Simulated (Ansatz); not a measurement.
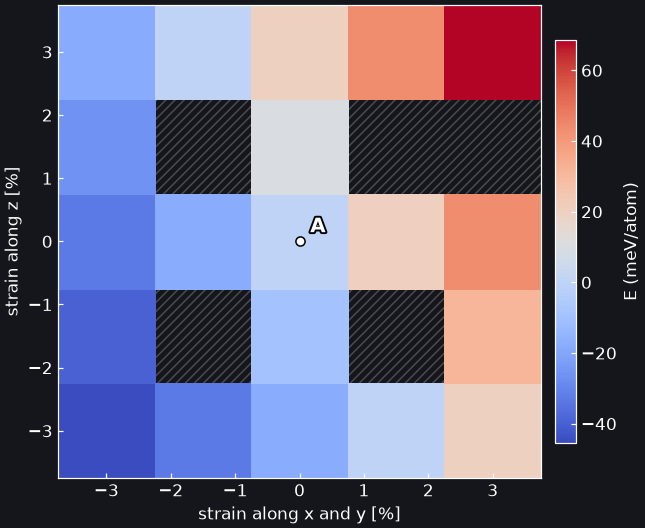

Sr (Im-3m, No. 229; 1 atom in the cell). The cell is strained homogeneously, by one strain along x and y and another along z, with fractional coordinates fixed (x, y and z along the cube axes). The first coordinate is: strain along x and y; the second: strain along z. The scan uses a 5 × 5 grid. At 5 points there is no value. All energies are given in meV/atom relative to the unstrained cell. The reference cell is the one listed in the database, not relaxed at this level. Computed with Ansatz 0.2.0, DFT LDA, scalar-relativistic, plane waves, PAW. Settings: cutoff 420 eV, k-mesh 14×14×14, gaussian smearing 0.15 eV, no spin polarisation.

The picture shows one coloured cell a grid point, hatched blanks where no value was computed, the point A.

Which way does the force act at A, and how strong is it?

Answer. A, at strain along x and y = 0.0 %, strain along z = 0.0 %, is not a stationary point. The computed force is 13 meV/atom for each 1 % towards smaller values of strain along x and y and 6.5 meV/atom for each 1 % towards smaller values of strain along z.
